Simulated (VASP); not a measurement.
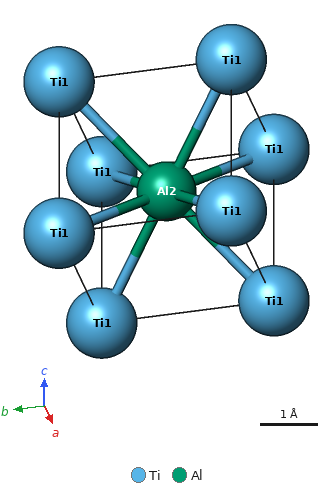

Figure 1. The structure as given in the input (ball-and-stick view of the cell of the calculation, seen at an oblique angle; atoms are numbered from 1 in the order of the input).

## What a change does: single-point calculation on TiAl

System: TiAl (2 atoms in the cell).
Method of run 1: Kohn-Sham DFT of a periodic cell, PBEsol, VASP PAW PBE potentials, hard, no spin polarisation (VASP 6.6.1).

The structure derives from a Materials Project entry. 

### INCAR, run 1
```
SYSTEM = TiAl
PREC = Accurate ; ENCUT = 900
EDIFF = 1E-6 ; ISMEAR = 0
SIGMA = 0.1 ; LREAL = .False.
LASPH = .True. ; NELM = 80
ALGO = Normal ; ISIF = 2
LWAVE = .False. ; LCHARG = .False.
GGA = PS ; NBANDS = 14
```

### KPOINTS, run 1
```
Automatic mesh
0
Gamma
  14 14 14
  0 0 0
```

### POSCAR, run 1
```
TiAl
1.0
    3.1564500000      0.0000000000      0.0000000000
    0.0000000000      3.1564500000      0.0000000000
    0.0000000000      0.0000000000      3.1564500000
Ti Al
1 1
Direct
    0.0000000000      0.0000000000      0.0000000000
    0.5000000000      0.5000000000      0.5000000000
```

Command:
```bash
cat potpaw_PBE.64/Ti_sv/POTCAR potpaw_PBE.64/Al/POTCAR > POTCAR
mpirun -np 1 vasp_std > vasp.out
```

Hardware: 1 thread of Intel Xeon (Granite Rapids), 64 GiB of memory available, shared host.

### OSZICAR and lines of OUTCAR (run 1)
```
N       E                     dE             d eps       ncg     rms          rms(c)
DAV:   1     0.126149815921E+03    0.12615E+03   -0.97483E+03  3360   0.163E+03
DAV:   2    -0.740489852383E+01   -0.13355E+03   -0.12900E+03  3414   0.377E+02
DAV:   3    -0.144397877501E+02   -0.70349E+01   -0.67627E+01  5178   0.759E+01
DAV:   4    -0.146954243356E+02   -0.25564E+00   -0.25410E+00  3898   0.125E+01
DAV:   5    -0.147036301821E+02   -0.82058E-02   -0.82019E-02  4766   0.214E+00    0.104E+01
DAV:   6    -0.130483656416E+02    0.16553E+01   -0.51551E+00  3830   0.314E+01    0.282E+00
DAV:   7    -0.129882556905E+02    0.60110E-01   -0.39887E-01  3730   0.840E+00    0.180E+00
DAV:   8    -0.129778446046E+02    0.10411E-01   -0.53793E-02  4504   0.233E+00    0.542E-01
DAV:   9    -0.129755785762E+02    0.22660E-02   -0.94697E-03  3902   0.135E+00    0.179E-01
DAV:  10    -0.129757144661E+02   -0.13589E-03   -0.32488E-04  3754   0.203E-01    0.714E-02
DAV:  11    -0.129757115980E+02    0.28681E-05   -0.18834E-04  4784   0.142E-01    0.105E-02
DAV:  12    -0.129757113755E+02    0.22248E-06   -0.57514E-06  3706   0.241E-02
   1 F= -.12975711E+02 E0= -.12969682E+02  d E =-.120581E-01
[... from OUTCAR:]
  free energy    TOTEN  =       -12.97571138 eV
  energy without entropy =      -12.96365327  energy(sigma->0) =      -12.96968232
 E-fermi :   8.9080     XC(G=0): -11.2825     alpha+bet :-16.7377
  free  energy   TOTEN  =       -12.9757113755 eV
  energy  without entropy=      -12.9636532711  energy(sigma->0) =      -12.96968232
```

Run 2 used a changed input.

### The two runs side by side

| quantity | run 1 | run 2 |
| --- | --- | --- |
| outcome | converged | converged |
| free energy per atom (eV) | −6.4879 | −6.4878 |
| energy per atom, smearing taken to zero (eV) | −6.4848 | −6.4847 |
| gap on the mesh (eV) | 0.00 | 0.00 |
| pressure (GPa) | −0.03 | −0.05 |
| largest force (eV/Å) | 0.000 | 0.000 |
| SCF iterations | 12 | 12 |
| irreducible k-points | 120 | 120 |
| plane waves at Γ | 1956 | 1357 |

Which change of the input explains these differences?

The change (lines with − go, lines with + come):
```diff
-PREC = Accurate ; ENCUT = 900
+PREC = Accurate ; ENCUT = 700
```

The free energy of run 2 is 0.10 meV per atom higher, which measures how much it depends on this numerical setting. More plane waves can only lower the energy of a fixed Hamiltonian, so the higher cutoff gives the lower value. The number of SCF iterations is the same. The plane waves at Γ go from 1956.0 to 1357.0.

### OSZICAR and lines of OUTCAR (run 2)
```
N       E                     dE             d eps       ncg     rms          rms(c)
DAV:   1     0.114105696474E+03    0.11411E+03   -0.84670E+03  3360   0.137E+03
DAV:   2    -0.815479938681E+01   -0.12226E+03   -0.11769E+03  3450   0.340E+02
DAV:   3    -0.144947583687E+02   -0.63400E+01   -0.61071E+01  5198   0.708E+01
DAV:   4    -0.146972119775E+02   -0.20245E+00   -0.20176E+00  3876   0.111E+01
DAV:   5    -0.147036187352E+02   -0.64068E-02   -0.64050E-02  4762   0.185E+00    0.104E+01
DAV:   6    -0.130482385683E+02    0.16554E+01   -0.51486E+00  3834   0.314E+01    0.281E+00
DAV:   7    -0.129880917395E+02    0.60147E-01   -0.39800E-01  3712   0.838E+00    0.180E+00
DAV:   8    -0.129776274038E+02    0.10464E-01   -0.53584E-02  4518   0.232E+00    0.541E-01
DAV:   9    -0.129753766506E+02    0.22508E-02   -0.94368E-03  3950   0.135E+00    0.179E-01
DAV:  10    -0.129755104224E+02   -0.13377E-03   -0.32558E-04  3730   0.203E-01    0.704E-02
DAV:  11    -0.129755077200E+02    0.27025E-05   -0.18365E-04  4816   0.139E-01    0.104E-02
DAV:  12    -0.129755074950E+02    0.22492E-06   -0.55518E-06  3742   0.236E-02
   1 F= -.12975507E+02 E0= -.12969478E+02  d E =-.120581E-01
[... from OUTCAR:]
  free energy    TOTEN  =       -12.97550750 eV
  energy without entropy =      -12.96344939  energy(sigma->0) =      -12.96947844
 E-fermi :   8.9080     XC(G=0): -11.2826     alpha+bet :-16.7377
  free  energy   TOTEN  =       -12.9755074950 eV
  energy  without entropy=      -12.9634493916  energy(sigma->0) =      -12.96947844
```
